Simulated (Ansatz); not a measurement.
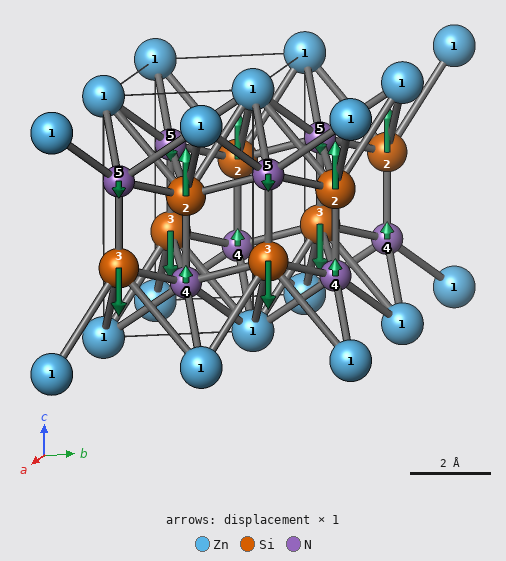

This is a relaxation of solid ZnSi2N2 (a generated structure, set up in P-3m1) (coarse preliminary run). The starting structure is drawn; green arrows show the displacements (the part carried along by the change of the cell is left out), at their true length.

A ball-and-stick model of the cell of the calculation, repeated 2 × 2 × 1 with one cell outlined, seen slightly off an axis.

These are results of DFT PBE, scalar-relativistic, plane waves, PAW in Ansatz, not measurements. (plane-wave cutoff 420 eV; k-point mesh 6 × 6 × 4; occupations gaussian; smearing width 0.1 eV; no spin polarisation; cell and atoms relaxed; force threshold 0.04 eV/Å; at most 70 steps)

> Describe the change and its energy.

Over 21 accepted moves (26 points after the start) the energy falls by 1547 meV per atom. The largest force component goes from 2 to 0.017 eV/Å. The pressure goes from −13.41 to −0.05 GPa. The line search rejected the trial step at point 12 of the run. The SCF was repeated 4 times at an unchanged geometry on a basis and grid sized afresh for the cell, which shifted the energy by 43.6 meV per atom at most. The largest moves relative to the cell, 1.27 Å, are those of Si2 and Si3. Si2 goes along +c. Largest moves by element: Si 1.27 Å, N 0.46 Å. Zn stays in place. The drawn cell changes as follows: a = b 3.812 → 2.870 Å (−24.7 %), c 6.272 → 9.396 Å (+49.8 %); the volume changes by −15.1 %. Some distances before and after: Si2–Si3 2.667 → 5.076 Å, Si2–N4 2.258 → 4.191 Å, Si2–Si2 3.812 → 2.870 Å, Zn1–N4 2.739 → 3.345 Å. The space group stays P-3m1 (No. 164).
